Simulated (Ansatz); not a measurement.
# Run report: Si54C (charge +1), geometry relaxation (part 1 of 4)

System: Si54C (defect cell, 55 atoms in the cell, total charge +1).
Method: DFT PBE, scalar-relativistic, plane waves, PAW, spin-polarised (Ansatz 0.2.0).

The structure derives from an entry of the Crystallography Open Database.

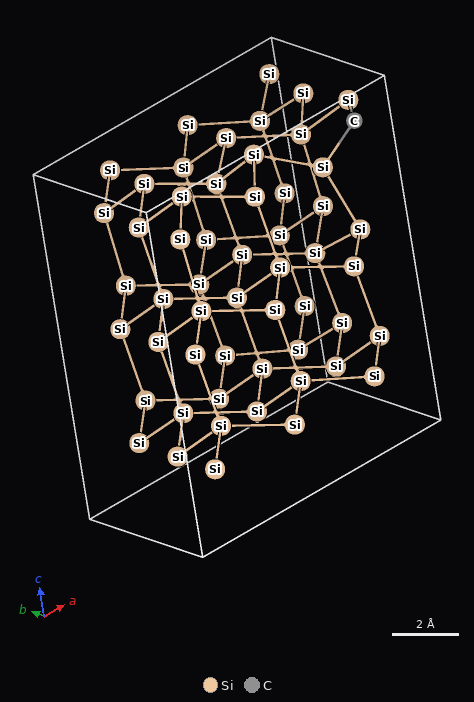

Fig. 1: The structure as given in the input (ball-and-stick view of the cell of the calculation, seen slightly off an axis). Near neighbours in the crystal (not all of them lie inside the picture): Si has 4 Si at 2.26 to 2.50 Å; Si has 1 C at 1.83 to 1.85 Å and 3 Si at 2.30 to 2.50 Å; Si has 1 C at 1.73 Å and 2 Si at 2.26 to 2.30 Å; C has 3 Si at 1.73 to 1.85 Å.

**Results in brief**

- outcome: converged
- electrons treated: 219
- free energy: −34586.8058 eV
- Fermi energy: 6.107 eV
- gap on the k-point mesh: none (metallic)
- net moment of the cell: 0.50 μB
- integrated absolute moment: 0.57 μB
- final volume: 1104.56 Å³
- largest force (length of the vector) at the end: 0.036 eV/Å
- hardware: 4 threads of Intel Xeon @ 2.70GHz, 189 GiB of memory available, shared host
- wall time: 7.6 min (CPU time 29 min)
- peak memory: 5.5 GiB

**The input**
```yaml
crystal:
  lattice:
    - [-8.2045150572, 8.2045150572, 0.0]
    - [0.0, 8.2045150572, -8.2045150572]
    - [-8.2045150572, 0.0, -8.2045150572]
  atoms:
    - { symbol: Si, position: [0.2607353141, 0.9092528851, 0.9186989699], spin: 0.091 }
    - { symbol: Si, position: [0.2492732351, 0.5811066605, 0.9200640519] }
    - { symbol: Si, position: [0.2506836375, 0.9147021735, 0.5874215166] }
    - { symbol: Si, position: [0.2487278818, 0.249231703, 0.9200469313] }
    - { symbol: Si, position: [0.2500934815, 0.5818212716, 0.5857382293] }
    - { symbol: Si, position: [0.2535351507, 0.9136438097, 0.2530707686] }
    - { symbol: Si, position: [0.2508658515, 0.2466290598, 0.5871257341] }
    - { symbol: Si, position: [0.2535976999, 0.5791099783, 0.2531128413] }
    - { symbol: Si, position: [0.2538762558, 0.2461656555, 0.2531146962] }
    - { symbol: Si, position: [0.5895606617, 0.9160445914, 0.9180546392] }
    - { symbol: Si, position: [0.5898087569, 0.5759962634, 0.9179758536] }
    - { symbol: Si, position: [0.587124875, 0.9127846068, 0.5866320947] }
    - { symbol: Si, position: [0.5573517475, 0.2622868885, 0.9173541792] }
    - { symbol: Si, position: [0.5819292174, 0.5856961306, 0.5813694339] }
    - { symbol: Si, position: [0.5880113852, 0.9147914039, 0.2499801782] }
    - { symbol: Si, position: [0.5820208007, 0.2504638409, 0.5813931921] }
    - { symbol: Si, position: [0.5862596589, 0.5817423707, 0.2496520431] }
    - { symbol: Si, position: [0.5879149282, 0.2465906962, 0.2501316257] }
    - { symbol: Si, position: [0.9348850647, 0.9159875332, 0.9286183324], spin: 0.091 }
    - { symbol: Si, position: [0.9169740642, 0.5833420329, 0.9164418695] }
    - { symbol: Si, position: [0.9185195153, 0.9159306519, 0.5892061729] }
    - { symbol: Si, position: [0.9351177429, 0.2160873134, 0.9311166669], spin: 0.091 }
    - { symbol: Si, position: [0.9184536002, 0.5758046391, 0.5895829132] }
    - { symbol: Si, position: [0.9217537037, 0.9090194156, 0.2615064506], spin: 0.091 }
    - { symbol: Si, position: [0.9183173593, 0.2619166379, 0.5569712306] }
    - { symbol: Si, position: [0.9206013854, 0.5807830775, 0.2490238226] }
    - { symbol: Si, position: [0.9206327024, 0.249186423, 0.248327256] }
    - { symbol: Si, position: [0.1682820975, 0.8294710479, 0.1729121306], spin: 0.091 }
    - { symbol: Si, position: [0.1702262709, 0.4960966998, 0.1696877314] }
    - { symbol: Si, position: [0.1767894401, 0.8267242174, 0.8371645015], spin: 0.091 }
    - { symbol: Si, position: [0.1701749025, 0.1634410593, 0.1695902513] }
    - { symbol: Si, position: [0.1663894063, 0.4987752349, 0.8356684371] }
    - { symbol: Si, position: [0.1683892748, 0.8317790162, 0.5030586699] }
    - { symbol: Si, position: [0.1790232526, 0.1586033786, 0.8337594276], spin: 0.091 }
    - { symbol: Si, position: [0.1683219765, 0.4962163906, 0.5031234768] }
    - { symbol: Si, position: [0.1668815527, 0.1643421662, 0.5037561226] }
    - { symbol: Si, position: [0.5035491596, 0.8317235465, 0.1679010182] }
    - { symbol: Si, position: [0.5036170196, 0.4961965049, 0.1678383045] }
    - { symbol: Si, position: [0.5101474151, 0.8264838496, 0.8365024607] }
    - { symbol: Si, position: [0.5045938789, 0.1644840671, 0.1658885646] }
    - { symbol: Si, position: [0.4958005201, 0.5076841594, 0.8308549588] }
    - { symbol: Si, position: [0.5008195765, 0.8354213245, 0.5001361118] }
    - { symbol: Si, position: [0.4952169332, 0.1654083876, 0.8309066205] }
    - { symbol: Si, position: [0.499796669, 0.5001572353, 0.4993554797] }
    - { symbol: Si, position: [0.5009662469, 0.1629212989, 0.5002474065] }
    - { symbol: Si, position: [0.8362960374, 0.8282408176, 0.1780501895], spin: 0.091 }
    - { symbol: Si, position: [0.8362009516, 0.4987159095, 0.1658987383] }
    - { symbol: Si, position: [0.8395866931, 0.8415431279, 0.8392064922] }
    - { symbol: Si, position: [0.8383432105, 0.1588382501, 0.1736834817], spin: 0.091 }
    - { symbol: Si, position: [0.8398511992, 0.4793650215, 0.8396374037] }
    - { symbol: Si, position: [0.8369653198, 0.8263346412, 0.5097970371] }
    - { symbol: Si, position: [0.7908518624, 0.2062204919, 0.7939063961], spin: 0.091 }
    - { symbol: Si, position: [0.8314401249, 0.5074032892, 0.4955687656] }
    - { symbol: Si, position: [0.8315611516, 0.1652970084, 0.4948261685] }
    - { symbol: C, position: [-0.102400368, 0.0999157084, -0.1015573309], spin: 0.091 }
  host:
    lattice:
      - [0.0, 2.7348383524, 2.7348383524]
      - [2.7348383524, 0.0, 2.7348383524]
      - [2.7348383524, 2.7348383524, 0.0]
    atoms:
      - { symbol: Si, position: [0.75, 0.75, 0.75] }
      - { symbol: Si, position: [0.5, 0.5, 0.5] }
total_charge: 1
basis:
  ecutwfc: 420
  xc_grid: 2
kpoints:
  mp_grid: { grid: [2, 2, 2], shift: [0.0, 0.0, 0.0] }
hamiltonian:
  xc: pbe
scf:
  occupations: { method: gaussian, width: 0.01 }
output:
  forces: true
  stress: false
  eigenvalues: true
  populations: true
  charged_corrections:
    defect_position: [0.0, 0.0, 0.0]
    epsilon: [[12.9813, 0.0, 0.0], [0.0, 12.9813, 0.0], [0.0, 0.0, 12.9813]]
  write_density: true
  write_potential: true
  elf: true
  volumetric_format: npy
magnetization:
  spin_polarized: true
relax:
  adjacent_minimum: "off"
  f_tol: 0.025
  max_steps: 60
```

Run as:
```bash
ansatz run input.yaml --threads 4 --pin off --max-ram 10240MiB --backend cpu --events-out ev --progress --plain --runs-dir out
```

**Output**
```
Engine: ansatz 0.2.0, x86_64-unknown-linux-gnu
Pseudopotentials: kind: paw
Pseudopotential: Si, paw, valence charge 4, recommended cutoff 420 eV (normal), Si.paw.azcp
Pseudopotential: C, paw, valence charge 4, recommended cutoff 420 eV (normal), C.paw.azcp
Functional definition: PBE
  parameter kappa = 0.804
  parameter beta = 0.06672455060314922
  exchange = pbe_x(kappa = kappa, mu = beta*pi^2/3)
  correlation = pbe_c(beta = beta)
Crystal: 55 atoms, lattice volume = 1104.559 Å³
Basis set: ecut = 420 eV, 21595 PW (Γ), exchange–correlation on 160×160×160 points (8 copies of the dense FFT grid, shifted against one another)
Bands: 166, of which v1, the nominal top of the filled ones, is band 110 counted from 1 (109 counted from 0)
Symmetry: 1 space group operations
Space group: P1 (ITA 1), of the structure as read, at distance tolerance 1.0e-4 Å
Magnetic group: BNS 1.1 (UNI 1), of the structure as read, at distance tolerance 1.0e-4 Å
k-points: 8
Non-local potential: Si, projectors of the file, l = 0: 2, l = 1: 2, l = 2: 2
Non-local potential: C, projectors of the file, l = 0: 2, l = 1: 2, l = 2: 1
PAW form: soft (Blöchl's): semilocal exchange-correlation on the pseudo side does not see the compensation charge
PAW one-centre angular grid: Si, 110 points (default); XC on 64 Gauss nodes
PAW one-centre angular grid: C, 110 points (default); XC on 64 Gauss nodes
Initial density: superposition of atomic densities (chi_scale 0.1, normalization cell, long waves kept (reshape's long-wave potential 0.17 eV rms))
Starting moments: Σ|m| = 1.001 μB on 11 of 55 sites
Initial wavefunctions: pseudopotential atomic-orbital guess
Functional: x = pbe(κ = 0.804, μ = 0.2195149727645171), c = pbe(β = 0.06672455060314922)
SCF iter   1: F=—  HF=-34592.948220 eV  |F-HF|=—  |Δ(HF+E_count)|=         —  Δρ=2.45e-2 (↑2.43e-2 ↓2.45e-2)  dr2=2.74e1  dr2_m=9.00e-3  M=0.241 μB ∫|m|=0.297 μB  β_m=0.30  ethr=3.10e-3  ⟨swp⟩=6.0  Hψ=12272  notcnv=0  defer=430
preconditioner: auto → Resta (q_TF=auto, 2.083 Å⁻¹)  ε∞=5.2  [insulator: Δε(μ)=0.025 eV  Ē_g=8.054 eV  σ=0.010 eV  W_gap=0.92  n_scr=168 (ndim 8)  ℏωp=16.5 eV  f_vac=0.000  D(μ)=3.75/eV (n_scr^D=14)  ε∞_Penn≈5.2]
spin=Collinear: Resta preconditioning applied to the charge; magnetization (m = ρ↑ − ρ↓) channel mixes plain (no charge-response kernel on spin).
SCF iter   2: F=—  HF=-34589.756453 eV  |F-HF|=—  |Δ(HF+E_count)|=    3.19e0  Δρ=1.76e-2 (↑1.74e-2 ↓1.76e-2)  dr2=1.38e1  dr2_m=5.78e-3  M=0.205 μB ∫|m|=0.277 μB  β_m=0.30  ethr=3.10e-3  ⟨swp⟩=2.2  Hψ=4909  notcnv=0  defer=580
SCF iter   3: F=—  HF=-34586.901507 eV  |F-HF|=—  |Δ(HF+E_count)|=    2.85e0  Δρ=6.06e-3 (↑5.87e-3 ↓6.06e-3)  dr2=1.75e0  dr2_m=3.41e-3  M=0.249 μB ∫|m|=0.295 μB  β_m=0.30  ethr=3.10e-3  ⟨swp⟩=3.0  Hψ=3752  notcnv=0  defer=580
SCF iter   4: F=—  HF=-34586.652597 eV  |F-HF|=—  |Δ(HF+E_count)|=   2.49e-1  Δρ=1.87e-3 (↑1.84e-3 ↓1.87e-3)  dr2=3.84e-1  dr2_m=1.43e-3  M=0.240 μB ∫|m|=0.271 μB  β_m=0.30  ethr=7.97e-4  ⟨swp⟩=2.6  Hψ=3478  notcnv=0  defer=800
SCF iter   5: F=—  HF=-34586.723000 eV  |F-HF|=—  |Δ(HF+E_count)|=   7.04e-2  Δρ=1.64e-3 (↑1.20e-3 ↓1.64e-3)  dr2=2.79e-1  dr2_m=1.65e-3  M=0.250 μB ∫|m|=0.290 μB  β_m=0.30  ethr=1.76e-4  ⟨swp⟩=3.0  Hψ=3659  notcnv=0  defer=808
SCF iter   6: F=—  HF=-34586.695703 eV  |F-HF|=—  |Δ(HF+E_count)|=   2.73e-2  Δρ=8.25e-4 (↑7.06e-4 ↓8.25e-4)  dr2=3.91e-2  dr2_m=8.29e-4  M=0.278 μB ∫|m|=0.300 μB  β_m=0.30  ethr=1.27e-4  ⟨swp⟩=2.8  Hψ=3240  notcnv=0  defer=804
SCF iter   7: F=—  HF=-34586.730384 eV  |F-HF|=—  |Δ(HF+E_count)|=   3.47e-2  Δρ=1.17e-3 (↑1.17e-3 ↓1.12e-3)  dr2=1.80e-1  dr2_m=2.87e-4  M=0.280 μB ∫|m|=0.300 μB  β_m=0.30  ethr=1.79e-5  ⟨swp⟩=3.1  Hψ=3805  notcnv=0  defer=804
Mixer restart at iter 7: flushing history
spin-set hold released at iteration 7 (site moments contracting): the magnetisation degrees of freedom join the quasi-Newton model from the next iteration; the mixer history was flushed
SCF iter   8: F=—  HF=-34586.718790 eV  |F-HF|=—  |Δ(HF+E_count)|=   1.16e-2  Δρ=6.90e-4 (↑2.93e-4 ↓6.90e-4)  dr2=1.87e-2  dr2_m=8.32e-4  M=0.327 μB ∫|m|=0.346 μB  β_m=0.27  ethr=1.79e-5  ⟨swp⟩=3.0  Hψ=3943  notcnv=0  defer=804
SCF iter   9: F=—  HF=-34586.718267 eV  |F-HF|=—  |Δ(HF+E_count)|=   5.23e-4  Δρ=3.20e-4 (↑3.20e-4 ↓3.13e-4)  dr2=1.73e-3  dr2_m=6.41e-4  M=0.370 μB ∫|m|=0.388 μB  β_m=0.63  ethr=8.54e-6  ⟨swp⟩=2.2  Hψ=3845  notcnv=0  defer=804
SCF iter  10: F=—  HF=-34586.722566 eV  |F-HF|=—  |Δ(HF+E_count)|=   4.30e-3  Δρ=4.26e-4 (↑2.64e-4 ↓4.26e-4)  dr2=1.34e-3  dr2_m=1.12e-3  M=0.493 μB ∫|m|=0.523 μB  β_m=0.63  ethr=7.89e-7  ⟨swp⟩=2.4  Hψ=4051  notcnv=0  defer=804
SCF iter  11: F=—  HF=-34586.724937 eV  |F-HF|=—  |Δ(HF+E_count)|=   2.37e-3  Δρ=2.07e-4 (↑1.71e-4 ↓2.07e-4)  dr2=1.97e-4  dr2_m=3.40e-4  M=0.507 μB ∫|m|=0.561 μB  β_m=0.82  ethr=6.10e-7  ⟨swp⟩=3.1  Hψ=5142  notcnv=0  defer=802
SCF iter  12: F=—  HF=-34586.725680 eV  |F-HF|=—  |Δ(HF+E_count)|=   7.44e-4  Δρ=1.24e-4 (↑1.24e-4 ↓8.81e-5)  dr2=2.05e-4  dr2_m=9.91e-5  M=0.518 μB ∫|m|=0.585 μB  β_m=0.91  ethr=9.01e-8  ⟨swp⟩=3.0  Hψ=5445  notcnv=0  defer=802
SCF iter  13: F=—  HF=-34586.725881 eV  |F-HF|=—  |Δ(HF+E_count)|=   2.01e-4  Δρ=3.85e-5 (↑3.85e-5 ↓3.57e-5)  dr2=1.76e-5  dr2_m=1.19e-5  M=0.518 μB ∫|m|=0.591 μB  β_m=0.89  ethr=9.01e-8  ⟨swp⟩=2.7  Hψ=4053  notcnv=0  defer=802
SCF iter  14: F=—  HF=-34586.725911 eV  |F-HF|=—  |Δ(HF+E_count)|=   2.98e-5  Δρ=1.26e-5 (↑1.26e-5 ↓6.93e-6)  dr2=6.10e-6  dr2_m=5.71e-7  M=0.521 μB ∫|m|=0.599 μB  β_m=0.95  ethr=7.13e-9  ⟨swp⟩=21.9  Hψ=31873  notcnv=0
SCF iter  15: F=-34586.725912 eV  HF=-34586.725913 eV  |F-HF|=6.20e-7  |Δ(HF+E_count)|=   1.33e-6  Δρ=3.72e-6 (↑2.95e-6 ↓3.72e-6)  dr2=9.52e-7  dr2_m=2.82e-8  M=0.522 μB ∫|m|=0.601 μB  ethr=2.79e-9  ⟨swp⟩=11.2  Hψ=19803  notcnv=0
SCF 1 converged in 15 iterations: F = -34586.725912 eV  dr2 = 9.52e-7
  greatest PAW one-centre occupation: 0.673 electrons in one spin orbital (limit 2), on the Si atom at site 51 (counted from 0), in its partial waves of l = 0
relax step   1: F+E_penalty+E_count = -34586.72591199 eV  Δ(F+E_penalty+E_count) = +0.000e0 eV  max|allowed force component| = 7.854e-1 eV/Å  Δτ_max = 0.0000 Å  (15 SCF iters, dr2 threshold 1.56e-5 eV, accepted)
Initial density: handed on by an earlier stage of this run
Starting moments: Σ|m| = 1.001 μB on 11 of 55 sites; this step starts from the density that it was given
Initial wavefunctions: those handed on with the density
iter 1 solved again at ethr=1.29e-5 eV; its pass at ethr=3.10e-3 eV (dr2=2.83e-2 eV) is discarded
SCF iter   1: F=—  HF=-34586.800455 eV  |F-HF|=—  |Δ(HF+E_count)|=         —  Δρ=7.51e-4 (↑7.51e-4 ↓6.32e-4)  dr2=2.97e-2  dr2_m=2.55e-4  M=0.499 μB ∫|m|=0.577 μB  β_m=0.30  ethr=1.29e-5  ⟨swp⟩=2.1  Hψ=7407  notcnv=0  defer=804
preconditioner: auto → Resta (q_TF=auto, 2.083 Å⁻¹)  ε∞=5.4  [insulator: Δε(μ)=0.010 eV  Ē_g=7.894 eV  σ=0.010 eV  W_gap=0.53  n_scr=168 (ndim 8)  ℏωp=16.5 eV  f_vac=0.000  D(μ)=11.04/eV (n_scr^D=58)  ε∞_Penn≈5.4]
spin=Collinear: Resta preconditioning applied to the charge; magnetization (m = ρ↑ − ρ↓) channel mixes plain (no charge-response kernel on spin).
SCF iter   2: F=—  HF=-34586.796754 eV  |F-HF|=—  |Δ(HF+E_count)|=   3.70e-3  Δρ=4.54e-4 (↑4.54e-4 ↓4.16e-4)  dr2=7.79e-3  dr2_m=1.64e-4  M=0.500 μB ∫|m|=0.576 μB  β_m=0.46  ethr=1.29e-5  ⟨swp⟩=2.5  Hψ=3647  notcnv=0  defer=804
SCF iter   3: F=—  HF=-34586.795670 eV  |F-HF|=—  |Δ(HF+E_count)|=   1.08e-3  Δρ=1.99e-4 (↑1.99e-4 ↓1.72e-4)  dr2=1.09e-3  dr2_m=5.60e-5  M=0.500 μB ∫|m|=0.573 μB  β_m=0.57  ethr=3.56e-6  ⟨swp⟩=2.1  Hψ=3329  notcnv=0  defer=804
SCF iter   4: F=—  HF=-34586.795660 eV  |F-HF|=—  |Δ(HF+E_count)|=   9.84e-6  Δρ=5.15e-5 (↑4.55e-5 ↓5.15e-5)  dr2=7.23e-5  dr2_m=1.22e-5  M=0.500 μB ∫|m|=0.570 μB  β_m=0.70  ethr=4.97e-7  ⟨swp⟩=2.0  Hψ=3603  notcnv=0  defer=804
iter 5 did not close the SCF: its close was put off for a magnetic moment that had not settled (scf_convergence_deferred on its scf_iter line)
SCF iter   5: F=-34586.795689 eV  HF=-34586.795685 eV  |F-HF|=3.60e-6  |Δ(HF+E_count)|=   2.50e-5  Δρ=1.85e-5 (↑1.85e-5 ↓1.53e-5)  dr2=3.79e-6  dr2_m=2.38e-6  M=0.500 μB ∫|m|=0.569 μB  β_m=0.85  ethr=1.76e-8  ⟨swp⟩=18.6  Hψ=26843  notcnv=0
iter 6 did not close the SCF: its close was put off for a magnetic moment that had not settled (scf_convergence_deferred on its scf_iter line)
SCF iter   6: F=-34586.795692 eV  HF=-34586.795692 eV  |F-HF|=3.11e-7  |Δ(HF+E_count)|=   6.20e-6  Δρ=6.48e-6 (↑4.99e-6 ↓6.48e-6)  dr2=4.17e-7  dr2_m=2.83e-7  M=0.500 μB ∫|m|=0.568 μB  β_m=0.93  ethr=1.73e-9  ⟨swp⟩=8.1  Hψ=18373  notcnv=0
SCF iter   7: F=-34586.795692 eV  HF=-34586.795692 eV  |F-HF|=1.01e-8  |Δ(HF+E_count)|=   7.48e-7  Δρ=1.54e-6 (↑1.23e-6 ↓1.54e-6)  dr2=4.66e-8  dr2_m=1.62e-8  M=0.500 μB ∫|m|=0.567 μB  ethr=1.91e-10  ⟨swp⟩=6.3  Hψ=15348  notcnv=0
SCF 2 converged in 7 iterations: F = -34586.795692 eV  dr2 = 4.66e-8
[... from here on the iterations of each SCF are left out, up to the last one ...]
relax step   2: F+E_penalty+E_count = -34586.79569237 eV  Δ(F+E_penalty+E_count) = -6.978e-2 eV  max|allowed force component| = 4.669e-1 eV/Å  Δτ_max = 0.0354 Å  (7 SCF iters, dr2 threshold 3.86e-5 eV, accepted)
preconditioner: auto → Resta (q_TF=auto, 2.083 Å⁻¹)  ε∞=5.4  [insulator: Δε(μ)=0.016 eV  Ē_g=7.893 eV  σ=0.010 eV  W_gap=0.75  n_scr=168 (ndim 8)  ℏωp=16.5 eV  f_vac=0.000  D(μ)=7.88/eV (n_scr^D=26)  ε∞_Penn≈5.4]
spin=Collinear: Resta preconditioning applied to the charge; magnetization (m = ρ↑ − ρ↓) channel mixes plain (no charge-response kernel on spin).
SCF 3 converged in 6 iterations: F = -34586.795198 eV  dr2 = 1.39e-7
relax step   3: F+E_penalty+E_count = -34586.79519796 eV  Δ(F+E_penalty+E_count) = +4.944e-4 eV  max|allowed force component| = 1.739e-1 eV/Å  Δτ_max = 0.0628 Å  (6 SCF iters, dr2 threshold 1.36e-5 eV, rejected (line search))
preconditioner: auto → Kerker (q_TF=auto, 2.083 Å⁻¹)  [metal: Δε(μ)=0.007 eV  Ē_g=7.890 eV  σ=0.010 eV  W_gap=0.38  n_scr=168 (ndim 8)  ℏωp=16.5 eV  f_vac=0.000  D(μ)=14.91/eV (n_scr^D=64)]
spin=Collinear: Kerker preconditioning applied to the charge; magnetization (m = ρ↑ − ρ↓) channel mixes plain (no charge-response kernel on spin).
SCF 4 converged in 8 iterations: F = -34586.801474 eV  dr2 = 6.33e-9
relax step   4: F+E_penalty+E_count = -34586.80147448 eV  Δ(F+E_penalty+E_count) = -5.782e-3 eV  max|allowed force component| = 1.705e-1 eV/Å  Δτ_max = 0.0314 Å  (8 SCF iters, accepted)
preconditioner: auto → Kerker (q_TF=auto, 2.083 Å⁻¹)  [metal: Δε(μ)=0.004 eV  Ē_g=7.892 eV  σ=0.010 eV  W_gap=0.21  n_scr=168 (ndim 8)  ℏωp=16.5 eV  f_vac=0.000  D(μ)=13.81/eV (n_scr^D=58)]
spin=Collinear: Kerker preconditioning applied to the charge; magnetization (m = ρ↑ − ρ↓) channel mixes plain (no charge-response kernel on spin).
SCF 5 converged in 5 iterations: F = -34586.805784 eV  dr2 = 2.85e-6
relax step   5: F+E_penalty+E_count = -34586.80578391 eV  Δ(F+E_penalty+E_count) = -4.309e-3 eV  max|allowed force component| = 2.379e-2 eV/Å  Δτ_max = 0.0210 Å  (5 SCF iters, dr2 threshold 3.87e-6 eV, accepted)
iter 1 solved again at ethr=1.30e-9 eV; its pass at ethr=3.10e-3 eV (dr2=2.85e-6 eV) is discarded
```
